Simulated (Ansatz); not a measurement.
## Electronic structure of Al5N in real space

```
Al N
1.0
     5.44324    0.00000    0.00000
    -2.72162    4.71398    0.00000
     0.00000    0.00000   12.78263
Al N
15 3
Cartesian
  -1.3819 3.9405 2.2837
  4.0613 0.7978 6.5446
  1.3397 2.3692 10.8054
  0.0000 1.5469 2.2837
  2.7216 3.1183 6.5446
  0.0000 4.6896 10.8054
  1.3819 3.9405 2.2837
  1.3820 0.7978 6.5446
  -1.3397 2.3692 10.8054
  2.7216 1.5713 1.0515
  0.0000 3.1427 5.3125
  0.0000 0.0000 9.5733
  0.0000 3.1427 0.2039
  0.0000 0.0000 4.4647
  2.7216 1.5713 8.7257
  0.0000 3.1427 3.3933
  0.0000 0.0000 7.6541
  2.7216 1.5713 11.9149
```

Space group R3m; a structure generated by program, which may or may not match a known phase.

Level of theory: DFT PBE, scalar-relativistic, plane waves, PAW in Ansatz 0.2.0.

Core electrons are frozen (PAW), and the valence fields are smoothed inside the atomic spheres.

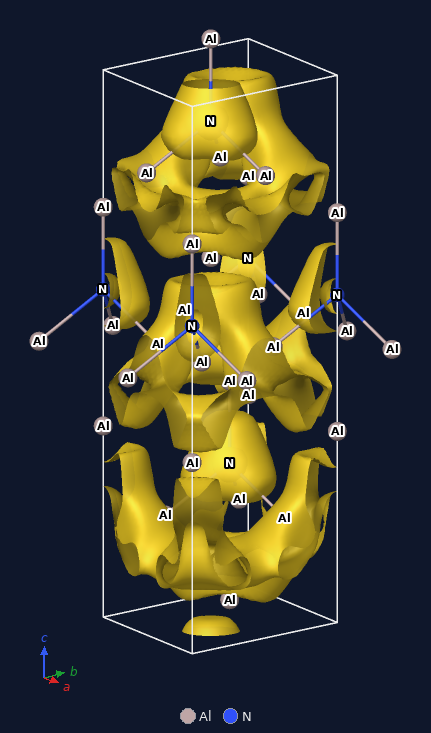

Figure 1. Isosurface of the ELF at 0.65 (yellow), seen slightly off an axis. Only the valence region is drawn (cores and ρ < 0.01 e/Å³ removed). Sticks mark near contacts.

> What do the ELF domains correspond to?

At this value the surface marks out three regions on N in which the atom's valence shell and bonds are merged and sheets that run through the cell in two directions, counted in one cell of 18 atoms. Regions shared between cells count once. Along the contacts the grid gives the following. Al–N (1.92 Å): the ELF peaks at about 0.90 between the atoms.

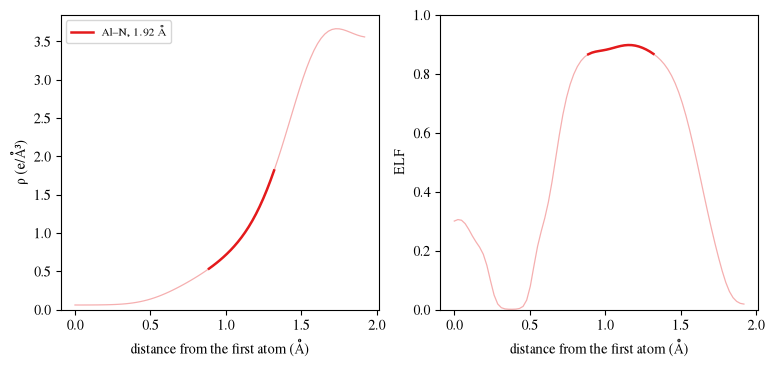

Figure 2. Valence pseudo-density and ELF along straight lines between neighbouring atoms. Thin, pale parts lie inside the atomic spheres.

> What can be read from the curves?

Al–N (1.92 Å): ρ is about 0.64 e/Å³ halfway; the ELF peaks at about 0.90 between the atoms.

> Does the calculation give a band gap?

It is gapless in this calculation (a metal or semimetal).
